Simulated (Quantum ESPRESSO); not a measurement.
# SrO (Fm-3m): phonons by linear response

How does SrO (Fm-3m) vibrate, and is this structure a minimum?

Main program and level: Quantum ESPRESSO 7.5; DFT LDA, scalar-relativistic, plane waves, PseudoDojo norm-conserving pseudopotentials.

The database entry behind the starting cell differs from later determinations by our own check (about 0.5 % short), so it need not match the best structure at ambient conditions.

## Step 1: Set-up

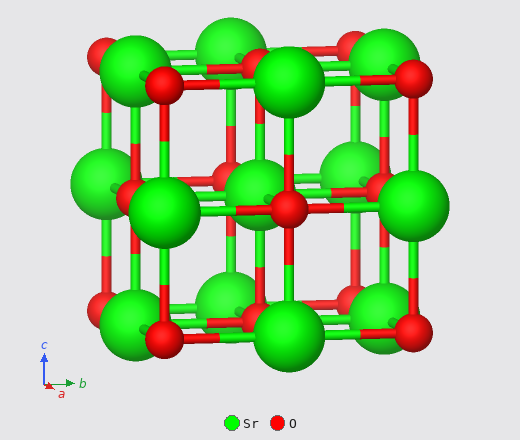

Start, viewed slightly off an axis; strontium green, oxygen red. This picture shows the conventional cell, with its axes. Some periodic images of atoms are drawn too.

## Step 2: A first look

Before anything dear is run, a loose run with smearing shows whether this is a metal and how far the cell is from rest.

File probe.in:

```
 &control
    calculation='scf',
    prefix='x',
    outdir='./tmp',
    pseudo_dir='./pseudo',
    tprnfor=.true.,
    tstress=.true.,
    verbosity='high',
 /
 &system
    ibrav=2,
    celldm(1)=9.69920831,
    nat=2,
    ntyp=2,
    ecutwfc=92.0,
    occupations='smearing',
    smearing='gaussian',
    degauss=0.01,
 /
 &electrons
    conv_thr=1.0d-07,
    mixing_beta=0.7,
    electron_maxstep=100,
 /
ATOMIC_SPECIES
 Sr     87.6200  Sr.upf
 O      15.9990  O.upf
ATOMIC_POSITIONS crystal
 Sr     0.500000000   0.500000000   0.500000000
 O      0.000000000   0.000000000   0.000000000
K_POINTS automatic
 6 6 6 0 0 0
```

Started as:

```sh
$ OMP_NUM_THREADS=1 mpirun -n 4 pw.x -nk 4 -in probe.in > probe.out
```

The program printed:

```text
[banners, grids, parts of the stress and lines that vanish by symmetry left out]
Program PWSCF v.7.5
     bravais-lattice index     =            2
     lattice parameter (alat)  =       9.6992  a.u.
[...]
kinetic-energy cutoff     =      92.0000  Ry
     charge density cutoff     =     368.0000  Ry
     scf convergence threshold =      1.0E-07
[...]
Exchange-correlation= SLA  PW   NOGX NOGC
                           (   1   4   0   0   0   0   0)
[...]
48 Sym. Ops., with inversion, found
[...]
(     0          1          0      )
                  (     0          0          1      )
[...]
(  0.0000000  1.0000000  0.0000000 )
                  (  0.0000000  0.0000000  1.0000000 )
[...]
(     1          0         -1      )
                  (     0          0         -1      )
[...]
(  0.0000000 -1.0000000  0.0000000 )
[...]
(     0          1         -1      )
                  (     0          1          0      )
[...]
( -1.0000000  0.0000000  0.0000000 )
                  (  0.0000000  1.0000000  0.0000000 )
[...]
number of k points=    16  Gaussian smearing, width (Ry)=  0.0100
[...]
End of self-consistent calculation
[...]
the Fermi energy is     8.9047 ev
!    total energy              =    -101.81953948 Ry
[...]
convergence has been achieved in   9 iterations
[...]
atom    1 type  1   force =     0.00000000    0.00000000    0.00000000
     atom    2 type  2   force =     0.00000000    0.00000000   -0.00000000
[...]
Total force =     0.000000     Total SCF correction =     0.000000
[...]
total   stress  (Ry/bohr**3)                   (kbar)     P=      -40.14
[...]
XML data file, charge density, pseudopotentials, collected wavefunctions

   JOB DONE.
```

The job ended after 4.1 s (4 MPI ranks of Arm Neoverse V1, shared host; 16 s of CPU time).

Numbers from this step:

```
volume per atom   : 16.90 Å³
pressure          : -4.014 GPa
gap on the k-mesh : 3.163 eV
```

A gap of 3.2 eV opens on this mesh, so the crystal is taken as an insulator; the start stands at -4.0 GPa.

## Step 3: Relaxing the cell and atoms

The relaxation runs at a cutoff a fifth above that of the response, since stress converges more slowly with the basis than frequencies do. Forces and stress are brought to rest with tight thresholds.

File relax.in:

```
 &control
    calculation='vc-relax',
    prefix='x',
    outdir='./tmp',
    pseudo_dir='./pseudo',
    tprnfor=.true.,
    tstress=.true.,
    forc_conv_thr=2.0d-05,
    etot_conv_thr=1.0d-07,
    nstep=40,
 /
 &system
    ibrav=2,
    celldm(1)=9.69920831,
    nat=2,
    ntyp=2,
    ecutwfc=110,
    occupations='fixed',
    nbnd=10,
 /
 &electrons
    conv_thr=1.0d-11,
    mixing_beta=0.7,
    electron_maxstep=100,
 /
 &ions
 /
 &cell
    press_conv_thr=0.2,
 /
ATOMIC_SPECIES
 Sr     87.6200  Sr.upf
 O      15.9990  O.upf
ATOMIC_POSITIONS crystal
 Sr     0.500000000   0.500000000   0.500000000
 O      0.000000000   0.000000000   0.000000000
K_POINTS automatic
 8 8 8 0 0 0
```

Started as:

```sh
$ OMP_NUM_THREADS=1 mpirun -n 4 pw.x -nk 4 -in relax.in > relax.out
```

The program printed:

```text
[banners, grids, parts of the stress and lines that vanish by symmetry left out]
[banner, memory and clock lines left out]
Program PWSCF v.7.5

[...]
kinetic-energy cutoff     =     110.0000  Ry
     charge density cutoff     =     440.0000  Ry
     scf convergence threshold =      1.0E-11
[...]
energy convergence thresh.=      1.0E-07
     force convergence thresh. =      2.0E-05
     press convergence thresh. =      2.0E-01
     Exchange-correlation= SLA  PW   NOGX NOGC
                           (   1   4   0   0   0   0   0)
[...]
48 Sym. Ops., with inversion, found
[...]
number of k points=    29
[...]
End of self-consistent calculation
[...]
highest occupied, lowest unoccupied level (ev):     7.6744   10.8375
!    total energy              =    -101.81955841 Ry
[...]
convergence has been achieved in  14 iterations
[...]
atom    1 type  1   force =     0.00000000    0.00000000   -0.00000000
     atom    2 type  2   force =     0.00000000   -0.00000000    0.00000000
     Total force =     0.000000     Total SCF correction =     0.000000
[...]
total   stress  (Ry/bohr**3)                   (kbar)     P=      -40.14
[...]
number of bfgs steps    =   0
[...]
CELL_PARAMETERS (alat=  9.69920831)
[...]
ATOMIC_POSITIONS (crystal)
Sr               0.5000000000        0.5000000000        0.5000000000
O                0.0000000000        0.0000000000       -0.0000000000
[...]
New effective cutoffs (rho, wfc):  445.86  111.49
[...]
End of self-consistent calculation
[...]
highest occupied, lowest unoccupied level (ev):     7.9057   11.0544
!    total energy              =    -101.82053689 Ry
[...]
convergence has been achieved in   8 iterations
[...]
atom    1 type  1   force =     0.00000000    0.00000000   -0.00000000
     atom    2 type  2   force =     0.00000000    0.00000000    0.00000000
     Total force =     0.000000     Total SCF correction =     0.000000
[...]
total   stress  (Ry/bohr**3)                   (kbar)     P=      -21.58
[...]
number of bfgs steps    =   1
[...]
CELL_PARAMETERS (alat=  9.69920831)
[...]
ATOMIC_POSITIONS (crystal)
Sr               0.5000000000        0.5000000000        0.5000000000
O                0.0000000000        0.0000000000       -0.0000000000
[...]
New effective cutoffs (rho, wfc):  452.85  113.24
[...]
End of self-consistent calculation
[...]
highest occupied, lowest unoccupied level (ev):     8.1753   11.3052
!    total energy              =    -101.82089276 Ry
[...]
convergence has been achieved in  11 iterations
[...]
atom    1 type  1   force =     0.00000000    0.00000000    0.00000000
     atom    2 type  2   force =     0.00000000    0.00000000    0.00000000
     Total force =     0.000000     Total SCF correction =     0.000000
[...]
total   stress  (Ry/bohr**3)                   (kbar)     P=        1.79
[...]
number of bfgs steps    =   2
[...]
CELL_PARAMETERS (alat=  9.69920831)
[...]
ATOMIC_POSITIONS (crystal)
[...]
New effective cutoffs (rho, wfc):  452.32  113.11
[...]
End of self-consistent calculation
[...]
highest occupied, lowest unoccupied level (ev):     8.1546   11.2860
!    total energy              =    -101.82089503 Ry
[...]
convergence has been achieved in   6 iterations
[...]
atom    1 type  1   force =     0.00000000    0.00000000    0.00000000
     atom    2 type  2   force =     0.00000000    0.00000000   -0.00000000
     Total force =     0.000000     Total SCF correction =     0.000000
[...]
total   stress  (Ry/bohr**3)                   (kbar)     P=       -0.07
[...]
number of bfgs steps    =   3
[...]
small trust_radius: resetting bfgs history
[...]
CELL_PARAMETERS (alat=  9.69920831)
[...]
ATOMIC_POSITIONS (crystal)
[...]
New effective cutoffs (rho, wfc):  452.33  113.11
[...]
End of self-consistent calculation
[...]
highest occupied, lowest unoccupied level (ev):     8.1550   11.2864
!    total energy              =    -101.82089504 Ry
[...]
convergence has been achieved in   4 iterations
[...]
atom    1 type  1   force =     0.00000000    0.00000000    0.00000000
     atom    2 type  2   force =    -0.00000000   -0.00000000   -0.00000000
     Total force =     0.000000     Total SCF correction =     0.000000
[...]
total   stress  (Ry/bohr**3)                   (kbar)     P=       -0.03
[...]
bfgs converged in   5 scf cycles and   4 bfgs steps
[...]
End of BFGS Geometry Optimization
     Final enthalpy           =    -101.8208950357 Ry
     File ./tmp/x.bfgs deleted, as requested
[...]
CELL_PARAMETERS (alat=  9.69920831)
[...]
ATOMIC_POSITIONS (crystal)
Sr               0.5000000000        0.5000000000        0.5000000000
O               -0.0000000000       -0.0000000000        0.0000000000
[...]
Final scf calculation at the relaxed structure.
[...]
kinetic-energy cutoff     =     110.0000  Ry
     charge density cutoff     =     440.0000  Ry
     scf convergence threshold =      1.0E-13
[...]
press convergence thresh. =      2.0E-01
     Exchange-correlation= SLA  PW   NOGX NOGC
                           (   1   4   0   0   0   0   0)
[...]
48 Sym. Ops., with inversion, found
[...]
number of k points=    29
[...]
c_bands:  1 eigenvalues not converged
     c_bands:  1 eigenvalues not converged
[...]
End of self-consistent calculation
[...]
highest occupied, lowest unoccupied level (ev):     8.1550   11.2864
!    total energy              =    -101.82089166 Ry
[...]
convergence has been achieved in  17 iterations
[...]
atom    1 type  1   force =     0.00000000    0.00000000   -0.00000000
     atom    2 type  2   force =    -0.00000000   -0.00000000    0.00000000
     Total force =     0.000000     Total SCF correction =     0.000000
[...]
total   stress  (Ry/bohr**3)                   (kbar)     P=       -0.02
[...]
XML data file, charge density, pseudopotentials, collected wavefunctions
```

Run time: 41 s. Hardware: 4 MPI ranks.

Step by step:

```
step  energy less that of the first step (eV)  largest force (eV/Å)  pressure (GPa)  volume (Å³)
   1                                   0.0000                0.0000           -4.01        33.80
   2                                  -0.0133                0.0000           -2.16        33.12
   3                                  -0.0182                0.0000            0.18        32.35
   4                                  -0.0182                0.0000           -0.01        32.41
   5                                  -0.0182                0.0000            0.00        32.41
   6                                  -0.0181                0.0000            0.00        32.41
```

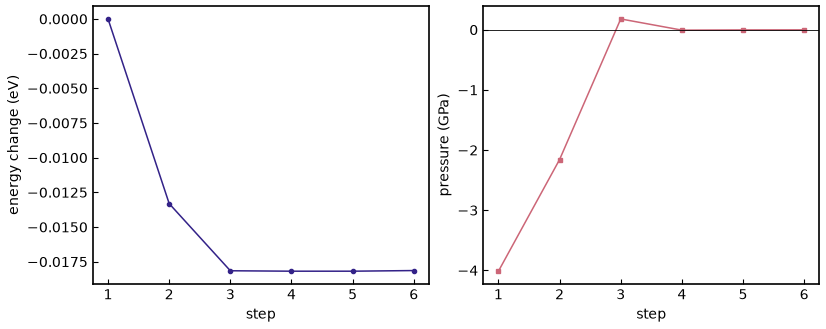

Energy and pressure along the relaxation.

| conventional cell, symmetrised | before | after | change |
| --- | --- | --- | --- |
| a (Å) | 5.133 | 5.061 | -1.4 % |
| b (Å) | 5.133 | 5.061 | -1.4 % |
| c (Å) | 5.133 | 5.061 | -1.4 % |
| volume (Å³/atom) | 16.90 | 16.20 | -4.1 % |

Final coordinates:

```cif
data_structure
_symmetry_space_group_name_H-M 'P 1'
_symmetry_Int_Tables_number 1
_cell_length_a 3.5787
_cell_length_b 3.5787
_cell_length_c 3.5787
_cell_angle_alpha 60.000
_cell_angle_beta 60.000
_cell_angle_gamma 60.000
_cell_volume 32.41
loop_
_atom_site_label
_atom_site_type_symbol
_atom_site_fract_x
_atom_site_fract_y
_atom_site_fract_z
_atom_site_occupancy
Sr1 Sr 0.50000 0.50000 0.50000 1
O2 O 0.00000 0.00000 0.00000 1
```

The last row of the table of steps is pw.x's closing run on a basis chosen anew for the final cell, so its energy can jump.

This step gave:

```yaml
volume_per_atom: 16.20 Å³
pressure: -0.002 GPa
gap_on_the_k_mesh: 3.131 eV
```

The volume changes by -4.1 % from the cell with which this run began.

## Step 4: Ground state

Perturbation theory inherits every error of the wavefunctions, so the threshold is set near the limit of the arithmetic. With a gap, occupations are fixed, which also allows the response to an electric field.

File scf.in:

```
 &control
    calculation='scf',
    prefix='x',
    outdir='./tmp',
    pseudo_dir='./pseudo',
    tprnfor=.true.,
    tstress=.true.,
 /
 &system
    ibrav=2,
    celldm(1)=9.56386808,
    nat=2,
    ntyp=2,
    ecutwfc=92.0,
    occupations='fixed',
    nbnd=10,
 /
 &electrons
    conv_thr=1.0d-12,
    mixing_beta=0.7,
    electron_maxstep=100,
 /
ATOMIC_SPECIES
 Sr     87.6200  Sr.upf
 O      15.9990  O.upf
ATOMIC_POSITIONS crystal
 Sr     0.500000000   0.500000000   0.500000000
 O      0.000000000   0.000000000   0.000000000
K_POINTS automatic
 8 8 8 0 0 0
```

Started as:

```sh
$ OMP_NUM_THREADS=1 mpirun -n 4 pw.x -nk 4 -in scf.in > scf.out
```

The program printed:

```text
[banners, grids, parts of the stress and lines that vanish by symmetry left out]
[banner, memory and clock lines left out]
Program PWSCF v.7.5

[...]
kinetic-energy cutoff     =      92.0000  Ry
     charge density cutoff     =     368.0000  Ry
     scf convergence threshold =      1.0E-12
[...]
Exchange-correlation= SLA  PW   NOGX NOGC
                           (   1   4   0   0   0   0   0)
[...]
48 Sym. Ops., with inversion, found
[...]
number of k points=    29
[...]
End of self-consistent calculation
[...]
highest occupied, lowest unoccupied level (ev):     8.1550   11.2864
!    total energy              =    -101.82088143 Ry
[...]
convergence has been achieved in  14 iterations
[...]
atom    1 type  1   force =     0.00000000    0.00000000    0.00000000
     atom    2 type  2   force =    -0.00000000   -0.00000000   -0.00000000
     Total force =     0.000000     Total SCF correction =     0.000000
[...]
total   stress  (Ry/bohr**3)                   (kbar)     P=        0.02
[...]
XML data file, charge density, pseudopotentials, collected wavefunctions
```

Run time: 8.6 s. Hardware: 4 MPI ranks.

Numbers from this step:

- pressure: 0.002 GPa

The cell stands at 0.002 GPa, close enough for phonons.

(Continued in part 2 of 4.)

[Host names and launcher messages were left out of these logs when they were recorded.]

[Logs are printed without paths, hosts, clocks, repeated set-up lines and the standing remarks that a program may print on its own settings, such as how far it seeks lower states.]

[Hosts, paths, dates, database ids (printed as entryN), source tags and the programs' standing remarks are cut or masked in the printed files.]
